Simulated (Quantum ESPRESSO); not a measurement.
## Ni: 7 runs along one coordinate

System: Ni (P6₃/mmc, 2 atoms in the cell).
Method: Kohn-Sham DFT of a periodic cell, PBE, SSSP 1.3 efficiency PBE, spin-polarised (Quantum ESPRESSO 7.5).

The 7 runs differ only in the geometry, by an even scaling of the cell at fixed fractional positions. The structure derives from a Materials Project entry.

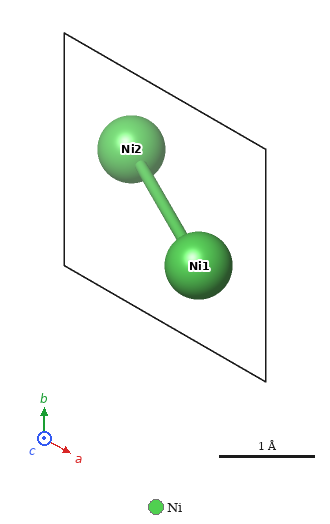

Figure 1. The structure of run 4 (ball-and-stick view of the cell of the calculation, along the c axis; atoms are numbered from 1 in the order of the input).

### Input of run 4
```
&CONTROL
  calculation = 'scf'
  prefix = 'pwscf'
  outdir = './tmp'
  pseudo_dir = './pseudo'
  tprnfor = .true.
  tstress = .true.
  disk_io = 'nowf'
/
&SYSTEM
  ibrav = 0
  nat = 2
  ntyp = 1
  ecutwfc = 55
  ecutrho = 440
  nbnd = 29
  occupations = 'smearing'
  smearing = 'fd'
  degauss = 0.00367493
  nspin = 2
  starting_magnetization(1) = 0.0556
/
&ELECTRONS
  conv_thr = 4d-10
  electron_maxstep = 120
  mixing_beta = 0.3
/
ATOMIC_SPECIES
Ni    58.6934 ni_pbe_v1.4.uspp.F.UPF
CELL_PARAMETERS angstrom
   2.4480228978    0.0000000000    0.0000000000
  -1.2240114489    2.1200500186    0.0000000000
   0.0000000000    0.0000000000    4.0728075700
ATOMIC_POSITIONS crystal
Ni     0.6666666667    0.3333333333    0.7500000000
Ni     0.3333333333    0.6666666667    0.2500000000
K_POINTS automatic
12 12 7 0 0 0
```

Command:
```bash
OMP_NUM_THREADS=1 mpirun -n 2 pw.x -nk 2 -in pw.in > pw.out
```

Lattice vectors (Å) and fractional positions of run 4:
```
   2.448023    0.000000    0.000000
  -1.224011    2.120050    0.000000
   0.000000    0.000000    4.072808
Ni  0.666667  0.333333  0.750000
Ni  0.333333  0.666667  0.250000
```

Run 6 differs from it as follows:
```diff
-   2.4480228978    0.0000000000    0.0000000000
-  -1.2240114489    2.1200500186    0.0000000000
-   0.0000000000    0.0000000000    4.0728075700
+   2.4802374197    0.0000000000    0.0000000000
+  -1.2401187098    2.1479486129    0.0000000000
+   0.0000000000    0.0000000000    4.1264032895
```

### Results, with one run withheld

```csv
run,volume per atom (Å³),"free energy per atom, from the lowest run given (meV)",pressure (GPa)
1,9.935,66.86,23.58
2,10.146,39.47,17.42
3,10.357,19.70,11.95
4,10.569,6.78,7.16
5,10.780,0.00,2.70
6,10.992,?,?
7,11.203,2.21,−4.65
```

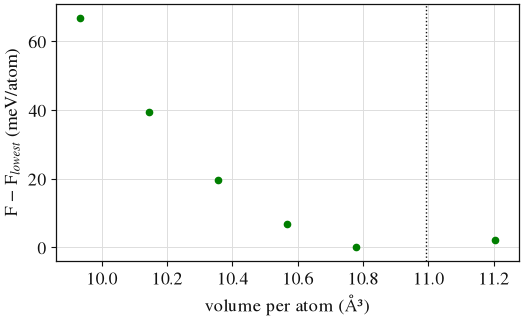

Figure 2. Free energy per atom of the runs given; the dotted line marks run 6.

Estimate the energy of run 6 from the others.

A cubic polynomial in V^(−2/3) (the Birch–Murnaghan form), fitted to the 6 runs given, misses them by at most 0.02 meV per atom. With x = V^(−2/3) − 0.20875 Å⁻², it reads F = 11.138 + 4353 x + 3.8017e+05 x² + 8.0848e+05 x³ (meV per atom). At run 6 it gives −1.33 meV per atom, and the run itself gives −1.34. The slope of the fit gives a pressure −dF/dV of −0.92 GPa there, and the run prints −1.21 GPa. The two needn't agree exactly: the fit is approximate, and the printed stress is taken on a finite basis. The fit has its minimum at 10.940 Å³ per atom, where V d²F/dV² gives 196 GPa. Cell shape and fractional positions are held, so this is the stiffness under even scaling; the relaxed bulk modulus wasn't computed.

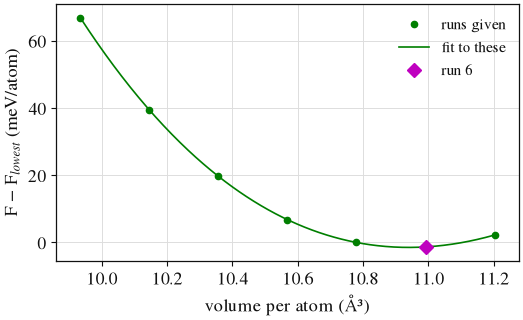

Figure 3. The fit and the withheld run.

### Some lines of the output (run 6)
```
[...]
     total energy              =    -686.55556725 Ry
     total energy              =    -686.55766025 Ry
     total energy              =    -686.55774342 Ry
     total energy              =    -686.55774401 Ry
     total energy              =    -686.55774562 Ry
     total energy              =    -686.55774748 Ry
     total energy              =    -686.55774757 Ry
     total energy              =    -686.55774762 Ry
     total energy              =    -686.55774763 Ry
     the Fermi energy is    17.6984 ev
!    total energy              =    -686.55774764 Ry
     The total energy is F=E-TS. E is the sum of the following terms:
     Computing stress (Cartesian axis) and pressure
          total   stress  (Ry/bohr**3)                   (kbar)     P=      -12.07
```
